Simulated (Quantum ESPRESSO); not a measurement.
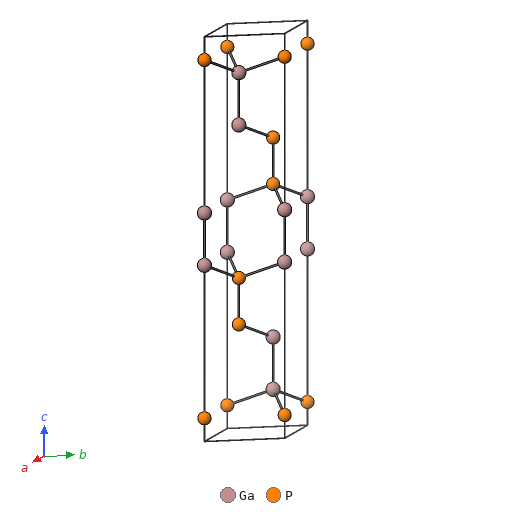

System: GaP, space group R-3m (No. 166). The picture shows the conventional cell.

Structure:
```
CELL_PARAMETERS angstrom
1.94302 1.12180 6.43081
-1.94302 1.12180 6.43081
0.00000 -2.24360 6.43081
ATOMIC_POSITIONS crystal
Ga 0.56463 0.56463 0.56463
Ga 0.43537 0.43537 0.43537
P 0.94261 0.94261 0.94261
P 0.05739 0.05739 0.05739
```

Calculation (Quantum ESPRESSO 7.5): plane-wave DFT, no spin polarisation; energies at scaled volumes of the given cell, shape and fractions fixed, counted from the fit's minimum, third-order Birch-Murnaghan fit. Level: PBE.

```json
{"setting": "k mesh", "value": "8×8×8"}
{"setting": "occupations", "value": "Fermi–Dirac"}
{"setting": "smearing width", "value": "0.05 eV"}
{"setting": "potentials", "value": "SSSP 1.3 efficiency PBE"}
{"setting": "wave cutoff", "value": "952.4 eV"}
{"setting": "density cutoff", "value": "7619 eV"}
```

Predict the energy against volume. The volume takes the values 19.76, 20.18, 20.61, 21.03, 21.45, 21.87 Å³/atom.

A third-order Birch–Murnaghan fit gives V0 = 21.05 Å³/atom, B0 = 71.1 GPa and B′ = 4.6. The energy is 19.62 meV/atom at volume 19.76 Å³/atom and 6.53 meV/atom at 21.87 Å³/atom; the lowest computed point is at volume 21.03 Å³/atom (0.01 meV/atom), and no other minimum shows.

```tsv
volume (Å³/atom)	energy (meV/atom)
19.76	19.62
20.18	8.55
20.61	2.18
21.03	0.01
21.45	1.59
21.87	6.53
```

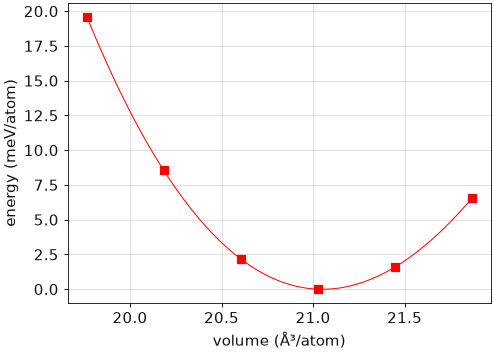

Note: shape and atomic fractions are frozen while scaling, which makes layered, chain and framework solids too stiff.
